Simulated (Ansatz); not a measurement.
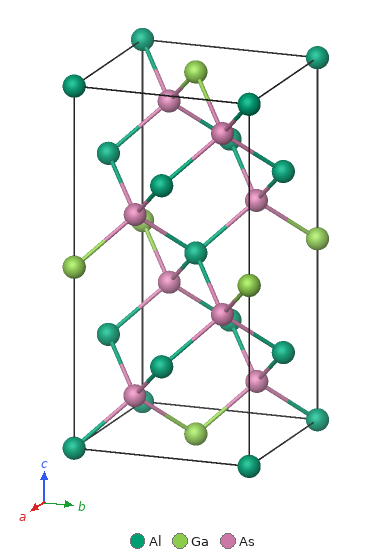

Crystal structure, ball-and-stick style, seen slightly off an axis. The edges of the conventional unit cell are marked. Cell: a = 5.73 Å, b = 5.73 Å, c = 11.47 Å, α = 90.00°, β = 90.00°, γ = 90.00°.

Starting structure: a structure type filled with these elements by a generator (whether the compound takes this form wasn't checked). Earlier steps of the study may have refined or changed the cell and positions. It was run through Ansatz as a DFT input.

Caption:

Answer. The material is Al3GaAs4. The atoms follow space group I-42m (No. 121); the Bravais lattice is body-centred tetragonal. It has 16 atoms to the cell (6 Al, 2 Ga, 8 As). About every Al there are four As in a tetrahedral arrangement at about 2.5 Å. Ga is linked to four As in a tetrahedral arrangement at about 2.5 Å. Each As atom has three Al and one Ga in a tetrahedral arrangement (about 2.5 Å to Al, 2.5 Å to Ga) around it. The bonds build a three-dimensional framework.

Computational set-up: DFT PBE, scalar-relativistic, plane waves, PAW in Ansatz 0.2.0, a 420 eV plane-wave basis, k-points about 0.19 Å⁻¹ apart, Gaussian smearing of 0.02 eV, no spin polarisation.

What is the band gap, if any?

Answer. A semiconductor at this level, with a gap of 1.33 eV, direct.

What does a Bader analysis give?

Answer. Al +1.94 e; Ga +0.69 e; As -1.63 e.

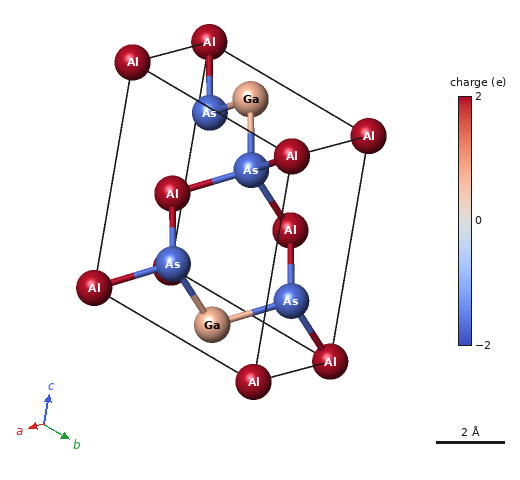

The atoms coloured by those charges. The run's cell of 8 atoms is drawn in a reduced setting, so axes and origin can differ from the first picture.

Has the structure come to rest?

Answer. Yes. All forces vanish to within 0.01 eV/Å. The pressure is 0.0 GPa, close to zero.
